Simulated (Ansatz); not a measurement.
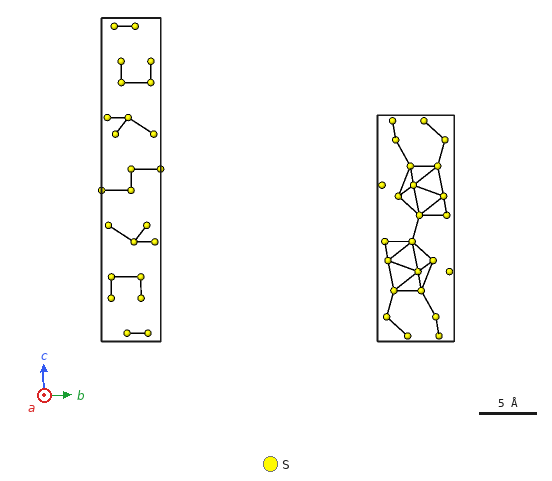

Two geometries of a crystal of S (built on the alpha-boron_166 type) (coarse preliminary run), drawn at one scale. One is the start of a relaxation, the other its converged end. Style: ball-and-stick. Shown: the conventional cell (3 times the calculation's cell), along the a axis. Lengths and directions refer to the drawn axes.

Computed with DFT PBEsol, scalar-relativistic, plane waves, PAW (Ansatz). (plane-wave cutoff 420 eV; k-point mesh 3 × 3 × 3; occupations gaussian; smearing width 0.1 eV; no spin polarisation; cell and atoms relaxed; force threshold 0.04 eV/Å; at most 70 steps)

> Which one is relaxed?

The left one is the relaxed one. Case: alpha-boron type (R-3m, No. 166). The energy falls by 1093 meV per atom in 16 accepted moves (19 points after the start). The largest force component goes from 1.1 to 0.0047 eV/Å. The pressure goes from −8.88 to 0.03 GPa. The line search rejected the trial step at point 11 of the run. At 2 points the geometry stayed and the basis and grid were re-selected for the new cell (energy shift of 9.6 meV per atom at most each time). The largest moves relative to the cell, 0.87 Å, are those of S atoms. Cell: a = b 7.825 → 6.052 Å (−22.7 %), c 20.017 → 28.627 Å (+43.0 %). Volume −14.4 %. Some distances before and after: S–S 2.864 → 4.591 Å, S–S 3.204 → 2.138 Å, S–S 2.875 → 3.712 Å, S–S 2.659 → 1.886 Å. The space group stays R-3m (No. 166). The run took about 2.5 core-minutes on a shared host.
